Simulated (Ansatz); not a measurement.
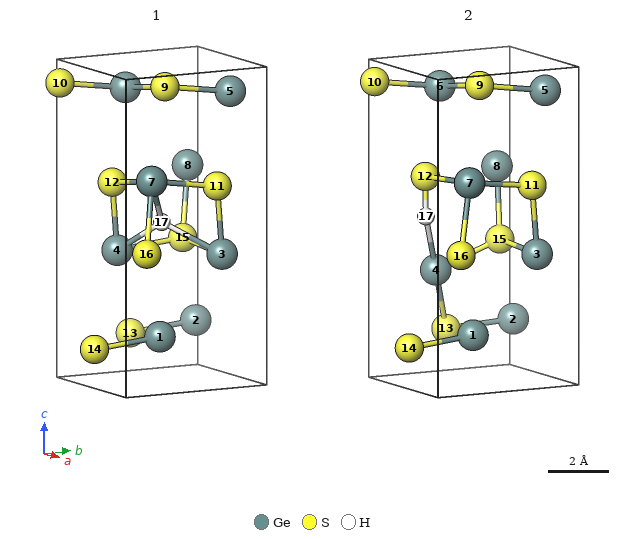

Two geometries of a defect cell of composition Ge8HS8 (cell charge +1), drawn at one scale. One is the start of a relaxation, the other its converged end. A ball-and-stick model of the cell of the calculation (origin shifted), seen slightly off an axis.

The calculation used Ansatz 0.2.0, DFT PBE, scalar-relativistic, plane waves, PAW. Set-up: plane-wave cutoff 420 eV; k-point mesh 3 × 3 × 2; occupations gaussian; smearing width 0.02 eV; mesh shifted by (0, 0, 0.5); no spin polarisation; atoms relaxed in a fixed cell; force threshold 0.02 eV/Å; at most 60 steps.

Which of the two is the end point?

Answer. Structure 2 is the relaxed one. Case: H interstitial, charge +1, atoms relaxed. H17 moves most: 1.65 Å roughly along [−1 −1 0]. By element the largest moves are H 1.65 Å, Ge 0.85 Å, S 0.34 Å. The cell stays as it was. Some distances before and after: Ge3–H17 2.306 → 3.951 Å, Ge4–S12 2.463 → 3.574 Å, Ge4–S13 3.424 → 2.503 Å, S12–H17 2.159 → 1.371 Å. New bonds form, among them: Ge4–S13 (3.42 → 2.50 Å), S12–H17 (2.16 → 1.37 Å). Bonds break, among them: Ge4–S12 (2.46 → 3.57 Å). Bond angles that change, for instance: Ge7–S11–Ge8 96.4° → 86.7°, Ge7–S12–Ge8 96.4° → 104.1°, Ge4–S15–Ge8 106.2° → 113.4°. The energy falls by 1.972 eV per cell of the calculation in 14 geometry steps. The largest force component goes from 0.48 to 0.019 eV/Å. The run took 2.7 min on 4 threads of Arm Neoverse V1, with other jobs on the host, peak memory 0.92 GiB.

Limits of the set-up: the periodic images lie only 5.8 Å apart, so the values are limited by the cell's size; the cell is charged, on a uniform background, and energies carry no finite-size correction.
